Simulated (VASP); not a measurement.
**Geometry relaxation of HfSi2 (part 3 of 3)**

HfSi2 (6 atoms in the cell); Kohn-Sham DFT of a periodic cell, LDA, VASP PAW LDA potentials, recommended, no spin polarisation (VASP 6.6.1); cutoff 600 eV, 10×10×10 k-mesh, methfessel-paxton of 0.1 eV. The structure derives from an entry of the Crystallography Open Database.

Geometry of the input (Å; fractional positions):
```
1.8360  -7.2850  0.0000
1.8360  7.2850  0.0000
0.0000  0.0000  3.6410
Hf 0.8940  0.1060  0.2500
Hf 0.1060  0.8940  0.7500
Si 0.5590  0.4410  0.2500
Si 0.4410  0.5590  0.7500
Si 0.2500  0.7500  0.2500
Si 0.7500  0.2500  0.7500
```

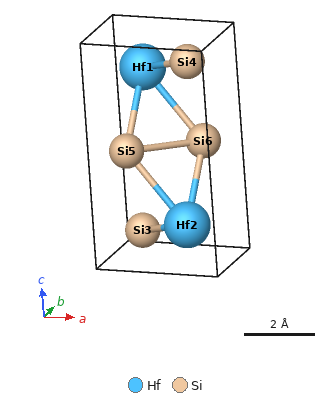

**Figure 1.** The geometry at step 5 of the log (ball-and-stick view of the reduced cell, seen slightly off an axis; atoms are numbered from 1 in the order of the input).

Parts of OUTCAR, continued:
```
--------------------------------------- Ionic step        9  -------------------------------------------

 number of electron      35.9999999 magnetization

------------------------ aborting loop because EDIFF is reached ----------------------------------------

  FORCE on cell =-STRESS in cart. coord.  units (eV):
  Direction    XX          YY          ZZ          XY          YZ          ZX
  --------------------------------------------------------------------------------------
  -------------------------------------------------------------------------------------
  Total        0.1035156      0.0196800      0.1047285      0.0000000      0.0000000      0.0000000
  in kB        1.7760727      0.3376609      1.7968830      0.0000000      0.0000000      0.0000000
  external PRESSURE =       1.3035389 kB  Pullay stress =       0.0000000 kB

 VOLUME and BASIS-vectors are now :
 -----------------------------------------------------------------------------
  energy-cutoff  :      600.00
  volume of cell :       93.38
      direct lattice vectors                 reciprocal lattice vectors
     1.812312622 -7.131139948  0.000000000     0.275890591 -0.070115017  0.000000000
     1.812312622  7.131139948 -0.000000000     0.275890591  0.070115017 -0.000000000
     0.000000000  0.000000000  3.612712453     0.000000000  0.000000000  0.276800330

 POSITION                                       TOTAL-FORCE (eV/Angst)
 -----------------------------------------------------------------------------------
      1.81231     -5.64024      0.90318         0.000000      0.036346     -0.000000
      1.81231      5.64024      2.70953         0.000000     -0.036346      0.000000
      1.81231     -0.78501      0.90318         0.000000      0.023295     -0.000000
      1.81231      0.78501      2.70953         0.000000     -0.023295      0.000000
      1.81231      3.56209      0.90318         0.000000      0.007026     -0.000000
      1.81231     -3.56209      2.70953         0.000000     -0.007026      0.000000
 -----------------------------------------------------------------------------------
    total drift:                               -0.000000     -0.000000     -0.000000

  FREE ENERGIE OF THE ION-ELECTRON SYSTEM (eV)
  ---------------------------------------------------
  free  energy   TOTEN  =       -49.2688818913 eV

  energy  without entropy=      -49.2680896371  energy(sigma->0) =      -49.26861781

--------------------------------------- Ionic step       10  -------------------------------------------

 number of electron      36.0000000 magnetization

 Free energy of the ion-electron system (eV)
  ---------------------------------------------------
  ext. energy  EPLUGINS =         0.00000000
  ---------------------------------------------------
  free energy    TOTEN  =       -49.26906690 eV

  energy without entropy =      -49.26826133  energy(sigma->0) =      -49.26879838

 E-fermi :   8.7658     XC(G=0): -11.7095     alpha+bet :-15.9939

 val. band max:        8.7503377135   @ k =  -0.4000   0.2000   0.1000
 cond. band min:       8.7672885665   @ k =   0.2000   0.0000   0.0000
 fundamental gap:      0.0169508530
 Fermi energy:         8.7658161729

 k-point     1 :       0.0000    0.0000    0.0000
  band No.  band energies     occupation
      1     -21.7706      2.00000
      2     -21.6598      2.00000
      3     -21.6384      2.00000
      4     -21.6166      2.00000
      5     -21.6143      2.00000
      6     -21.5768      2.00000
      7      -4.2055      2.00000
      8      -2.0417      2.00000
      9       0.0400      2.00000
     10       4.8505      2.00000
     11       5.4991      2.00000
     12       5.5919      2.00000
     13       5.7590      2.00000
     14       6.0773      2.00000
     15       6.2074      2.00000
     16       6.2190      2.00000
     17       6.2272      2.00000
     18       8.8278      0.14216
     19       9.9516     -0.00000
     20      10.0335     -0.00000
     21      10.4733     -0.00000
     22      10.6340     -0.00000

 k-point     2 :       0.1000    0.0000    0.0000
  band No.  band energies     occupation
      1     -21.7678      2.00000
      2     -21.6755      2.00000
      3     -21.6527      2.00000
      4     -21.6151      2.00000
      5     -21.6134      2.00000
      6     -21.5756      2.00000
      7      -4.0689      2.00000
      8      -2.0212      2.00000
      9       0.2200      2.00000
     10       4.2619      2.00000
     11       5.1504      2.00000
     12       5.5771      2.00000
     13       5.5789      2.00000
     14       5.8288      2.00000
     15       6.1190      2.00000
     16       6.5726      2.00000
     17       6.6293      2.00000
     18       9.1099     -0.00001
     19       9.7395     -0.00000
     20      10.0705     -0.00000
     21      10.3879     -0.00000
     22      10.4993     -0.00000

 k-point     3 :       0.2000    0.0000    0.0000
  band No.  band energies     occupation
      1     -21.7606      2.00000
      2     -21.7162      2.00000
      3     -21.6900      2.00000
      4     -21.6112      2.00000
      5     -21.6109      2.00000
      6     -21.5722      2.00000
      7      -3.6717      2.00000
      8      -1.9413      2.00000
      9       0.7151      2.00000
     10       2.9512      2.00000
     11       4.2621      2.00000
     12       5.6425      2.00000
     13       5.6536      2.00000
     14       5.8888      2.00000
     15       6.0594      2.00000
     16       6.8463      2.00000
     17       6.9560      2.00000
     18       8.7673      0.97508
     19       9.3109     -0.00000
     20       9.7897     -0.00000
     21       9.9590     -0.00000
     22      10.3791     -0.00000

 k-point     4 :       0.3000    0.0000    0.0000
  band No.  band energies     occupation
      1     -21.7676      2.00000
      2     -21.7502      2.00000
      3     -21.7355      2.00000
      4     -21.6078      2.00000
      5     -21.6064      2.00000
      6     -21.5681      2.00000
      7      -3.0571      2.00000
      8      -1.7775      2.00000
      9       1.3283      2.00000
     10       1.6794      2.00000
     11       3.4070      2.00000
     12       5.4109      2.00000
     13       5.4456      2.00000
     14       6.0566      2.00000
     15       6.4388      2.00000
     16       7.0344      2.00000
     17       7.0964      2.00000
     18       8.0691      2.00000
     19       9.1057     -0.00002
     20       9.6282     -0.00000
     21       9.7879     -0.00000
     22      10.6234     -0.00000

 k-point     5 :       0.4000    0.0000    0.0000
  band No.  band energies     occupation
      1     -21.8068      2.00000
      2     -21.7725      2.00000
      3     -21.7429      2.00000
      4     -21.6054      2.00000
      5     -21.6025      2.00000
      6     -21.5648      2.00000
      7      -2.3558      2.00000
      8      -1.4899      2.00000
      9       0.2851      2.00000
     10       2.0530      2.00000
     11       3.0606      2.00000
     12       4.7608      2.00000
     13       5.2000      2.00000
     14       5.9877      2.00000
     15       6.9065      2.00000
     16       6.9323      2.00000
     17       7.5653      2.00000
     18       7.7947      2.00000
     19       9.0021     -0.00417
     20       9.2799     -0.00000
     21      10.2518     -0.00000
     22      10.4951     -0.00000

 [... the levels of 18 k-points are left out ...]

 k-point    24 :       0.4000    0.3000    0.0000
  band No.  band energies     occupation
      1     -21.7694      2.00000
      2     -21.7429      2.00000
      3     -21.7353      2.00000
      4     -21.6137      2.00000
      5     -21.6059      2.00000
      6     -21.5686      2.00000
      7      -2.6540      2.00000
      8      -2.3761      2.00000
      9       1.4758      2.00000
     10       2.3808      2.00000
     11       2.7829      2.00000
     12       5.2343      2.00000
     13       5.3910      2.00000
     14       5.4648      2.00000
     15       6.4862      2.00000
     16       7.1975      2.00000
     17       7.8069      2.00000
     18       8.5293      2.00415
     19       8.8392      0.05758
     20       9.3260     -0.00000
     21       9.7325     -0.00000
     22      10.7255     -0.00000

 [... further k-points ...]

------------------------ aborting loop because EDIFF is reached ----------------------------------------

  FORCE on cell =-STRESS in cart. coord.  units (eV):
  Direction    XX          YY          ZZ          XY          YZ          ZX
  --------------------------------------------------------------------------------------
  -------------------------------------------------------------------------------------
  Total        0.0000657     -0.0036381      0.0156298      0.0000000      0.0000000      0.0000000
  in kB        0.0011257     -0.0623585      0.2679008      0.0000000      0.0000000      0.0000000
  external PRESSURE =       0.0688893 kB  Pullay stress =       0.0000000 kB

 VOLUME and BASIS-vectors are now :
 -----------------------------------------------------------------------------
  energy-cutoff  :      600.00
  volume of cell :       93.47
      direct lattice vectors                 reciprocal lattice vectors
     1.812453472 -7.135426089  0.000000000     0.275869151 -0.070072900  0.000000000
     1.812453472  7.135426089 -0.000000000     0.275869151  0.070072900 -0.000000000
     0.000000000  0.000000000  3.613876450     0.000000000  0.000000000  0.276711175

 POSITION                                       TOTAL-FORCE (eV/Angst)
 -----------------------------------------------------------------------------------
      1.81245     -5.64124      0.90347         0.000000     -0.000193      0.000000
      1.81245      5.64124      2.71041         0.000000      0.000193     -0.000000
      1.81245     -0.78305      0.90347         0.000000      0.001716     -0.000000
      1.81245      0.78305      2.71041         0.000000     -0.001716      0.000000
      1.81245      3.56484      0.90347         0.000000      0.002083     -0.000000
      1.81245     -3.56484      2.71041         0.000000     -0.002083      0.000000
 -----------------------------------------------------------------------------------
    total drift:                               -0.000000      0.000000      0.000000

  FREE ENERGIE OF THE ION-ELECTRON SYSTEM (eV)
  ---------------------------------------------------
  free  energy   TOTEN  =       -49.2690668990 eV

  energy  without entropy=      -49.2682613274  energy(sigma->0) =      -49.26879838

 reached required accuracy - stopping structural energy minimisation
```

CONTCAR:
```
HfSi2
   1.00000000000000
     1.8124534722327987   -7.1354260894318164    0.0000000000000000
     1.8124534722327987    7.1354260894318164   -0.0000000000000000
     0.0000000000000000    0.0000000000000000    3.6138764504834446
  Hf              Si
     2     4
Direct
     0.8952978505847393    0.1047021494152608    0.2500000000000000
     0.1047021494152608    0.8952978505847393    0.7500000000000000
     0.5548704820690784    0.4451295179309216    0.2500000000000000
     0.4451295179309216    0.5548704820690784    0.7500000000000000
     0.2502011885712404    0.7497988114287595    0.2500000000000000
     0.7497988114287595    0.2502011885712404    0.7500000000000000

  0.00000000E+00  0.00000000E+00  0.00000000E+00
  0.00000000E+00  0.00000000E+00  0.00000000E+00
  0.00000000E+00  0.00000000E+00  0.00000000E+00
  0.00000000E+00  0.00000000E+00  0.00000000E+00
  0.00000000E+00  0.00000000E+00  0.00000000E+00
  0.00000000E+00  0.00000000E+00  0.00000000E+00
```

Trajectory as extended XYZ (Å, eV, eV/Å), 10 frames, from step=0 to step=9:
```
6
Lattice="1.8360 -7.2850 0.0000 1.8360 7.2850 0.0000 0.0000 0.0000 3.6410" Properties=species:S:1:pos:R:3:forces:R:3 step=0 energy=-49.14856
Hf    1.8360   -5.7406    0.9103    0.0000  -0.1068   0.0000
Hf    1.8360    5.7406    2.7308    0.0000   0.1068   0.0000
Si    1.8360   -0.8596    0.9103    0.0000   0.6590   0.0000
Si    1.8360    0.8596    2.7308    0.0000  -0.6590   0.0000
Si    1.8360    3.6425    0.9103    0.0000  -0.0452   0.0000
Si    1.8360   -3.6425    2.7308    0.0000   0.0452   0.0000
6
Lattice="1.7924 -7.0420 0.0000 1.7924 7.0420 0.0000 0.0000 -0.0000 3.5515" Properties=species:S:1:pos:R:3:forces:R:3 step=1 energy=-49.17488
Hf    1.7924   -5.5541    0.8879    0.0000  -0.4072   0.0000
Hf    1.7924    5.5541    2.6637    0.0000   0.4072   0.0000
Si    1.7924   -0.8002    0.8879    0.0000   0.2468   0.0000
Si    1.7924    0.8002    2.6637    0.0000  -0.2468   0.0000
Si    1.7924    3.5189    0.8879    0.0000  -0.0446   0.0000
Si    1.7924   -3.5189    2.6637    0.0000   0.0446   0.0000
6
Lattice="1.8120 -7.1511 0.0000 1.8120 7.1511 0.0000 0.0000 -0.0000 3.5917" Properties=species:S:1:pos:R:3:forces:R:3 step=2 energy=-49.24114
Hf    1.8120   -5.6378    0.8979    0.0000  -0.2705   0.0000
Hf    1.8120    5.6378    2.6938    0.0000   0.2705   0.0000
Si    1.8120   -0.8271    0.8979    0.0000   0.4716   0.0000
Si    1.8120    0.8271    2.6938    0.0000  -0.4716   0.0000
Si    1.8120    3.5744    0.8979    0.0000  -0.0478   0.0000
Si    1.8120   -3.5744    2.6938    0.0000   0.0478   0.0000
6
Lattice="1.8158 -7.1125 0.0000 1.8158 7.1125 -0.0000 0.0000 0.0000 3.6083" Properties=species:S:1:pos:R:3:forces:R:3 step=3 energy=-49.26503
Hf    1.8158   -5.6197    0.9021    0.0000  -0.1027   0.0000
Hf    1.8158    5.6197    2.7062    0.0000   0.1027   0.0000
Si    1.8158   -0.7988    0.9021    0.0000   0.1705   0.0000
Si    1.8158    0.7988    2.7062    0.0000  -0.1705   0.0000
Si    1.8158    3.5528    0.9021    0.0000  -0.0086   0.0000
Si    1.8158   -3.5528    2.7062    0.0000   0.0086   0.0000
6
Lattice="1.8174 -7.0964 0.0000 1.8174 7.0964 -0.0000 0.0000 0.0000 3.6152" Properties=species:S:1:pos:R:3:forces:R:3 step=4 energy=-49.26725
Hf    1.8174   -5.6122    0.9038    0.0000  -0.0322   0.0000
Hf    1.8174    5.6122    2.7114    0.0000   0.0322   0.0000
Si    1.8174   -0.7869    0.9038    0.0000   0.0394   0.0000
Si    1.8174    0.7869    2.7114    0.0000  -0.0394   0.0000
Si    1.8174    3.5438    0.9038    0.0000   0.0084   0.0000
Si    1.8174   -3.5438    2.7114    0.0000  -0.0084   0.0000
6
Lattice="1.8154 -7.1224 0.0000 1.8154 7.1224 -0.0000 0.0000 0.0000 3.6167" Properties=species:S:1:pos:R:3:forces:R:3 step=5 energy=-49.26847
Hf    1.8154   -5.6347    0.9042    0.0000   0.0425   0.0000
Hf    1.8154    5.6347    2.7125    0.0000  -0.0425   0.0000
Si    1.8154   -0.7871    0.9042    0.0000   0.0433   0.0000
Si    1.8154    0.7871    2.7125    0.0000  -0.0433   0.0000
Si    1.8154    3.5571    0.9042    0.0000   0.0108   0.0000
Si    1.8154   -3.5571    2.7125    0.0000  -0.0108   0.0000
6
Lattice="1.8153 -7.1241 0.0000 1.8153 7.1241 -0.0000 0.0000 0.0000 3.6168" Properties=species:S:1:pos:R:3:forces:R:3 step=6 energy=-49.26847
Hf    1.8153   -5.6362    0.9042    0.0000   0.0474   0.0000
Hf    1.8153    5.6362    2.7126    0.0000  -0.0474   0.0000
Si    1.8153   -0.7871    0.9042    0.0000   0.0436   0.0000
Si    1.8153    0.7871    2.7126    0.0000  -0.0436   0.0000
Si    1.8153    3.5580    0.9042    0.0000   0.0110   0.0000
Si    1.8153   -3.5580    2.7126    0.0000  -0.0110   0.0000
6
Lattice="1.8121 -7.1316 0.0000 1.8121 7.1316 -0.0000 0.0000 0.0000 3.6125" Properties=species:S:1:pos:R:3:forces:R:3 step=7 energy=-49.26888
Hf    1.8121   -5.6405    0.9031    0.0000   0.0356   0.0000
Hf    1.8121    5.6405    2.7093    0.0000  -0.0356   0.0000
Si    1.8121   -0.7849    0.9031    0.0000   0.0219   0.0000
Si    1.8121    0.7849    2.7093    0.0000  -0.0219   0.0000
Si    1.8121    3.5624    0.9031    0.0000   0.0067   0.0000
Si    1.8121   -3.5624    2.7093    0.0000  -0.0067   0.0000
6
Lattice="1.8123 -7.1311 0.0000 1.8123 7.1311 -0.0000 0.0000 0.0000 3.6127" Properties=species:S:1:pos:R:3:forces:R:3 step=8 energy=-49.26888
Hf    1.8123   -5.6402    0.9032    0.0000   0.0363   0.0000
Hf    1.8123    5.6402    2.7095    0.0000  -0.0363   0.0000
Si    1.8123   -0.7850    0.9032    0.0000   0.0233   0.0000
Si    1.8123    0.7850    2.7095    0.0000  -0.0233   0.0000
Si    1.8123    3.5621    0.9032    0.0000   0.0070   0.0000
Si    1.8123   -3.5621    2.7095    0.0000  -0.0070   0.0000
6
Lattice="1.8125 -7.1354 0.0000 1.8125 7.1354 -0.0000 0.0000 0.0000 3.6139" Properties=species:S:1:pos:R:3:forces:R:3 step=9 energy=-49.26907
Hf    1.8125   -5.6412    0.9035    0.0000  -0.0002   0.0000
Hf    1.8125    5.6412    2.7104    0.0000   0.0002   0.0000
Si    1.8125   -0.7830    0.9035    0.0000   0.0017   0.0000
Si    1.8125    0.7830    2.7104    0.0000  -0.0017   0.0000
Si    1.8125    3.5648    0.9035    0.0000   0.0021   0.0000
Si    1.8125   -3.5648    2.7104    0.0000  -0.0021   0.0000
```
